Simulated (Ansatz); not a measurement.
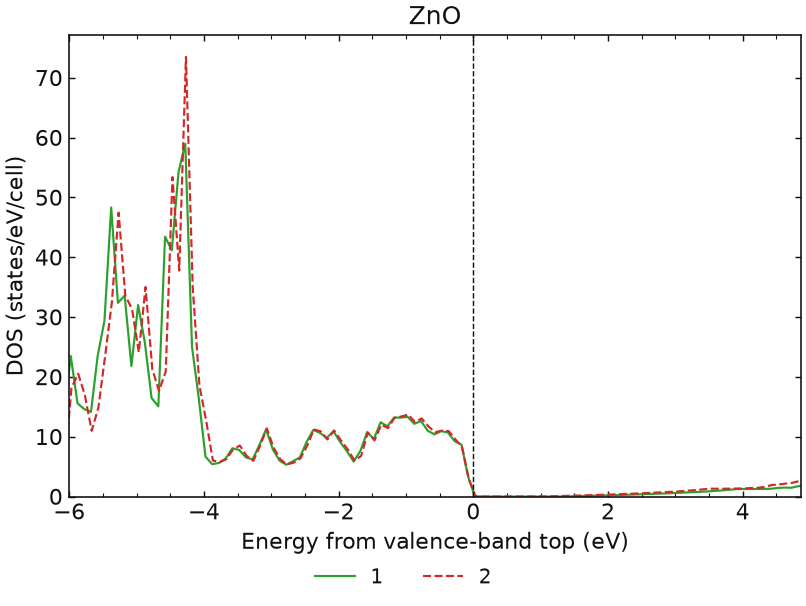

Total densities of states of ZnO, space group Pmmn, 12 atoms in the cell, by two methods on the same cell. Each is counted from its own valence-band top.

Which curve is which? The methods: r2SCAN, PBE.

Answer. 1 is r2SCAN; 2 is PBE. r2SCAN gives a gap of 1.25 eV and PBE gives a gap of 0.87 eV.

Settings. r2SCAN: DFT r2SCAN, scalar-relativistic, plane waves, PAW, no spin polarisation, 8×4×6 k mesh, 500 eV cutoff, Gaussian smearing of 0.02 eV (Ansatz). PBE: DFT PBE, scalar-relativistic, plane waves, PAW, no spin polarisation, 8×4×6 k mesh, 420 eV cutoff, Gaussian smearing of 0.02 eV (Ansatz 0.2.0).

The structure is an invented one, so it need not be a known or stable phase.
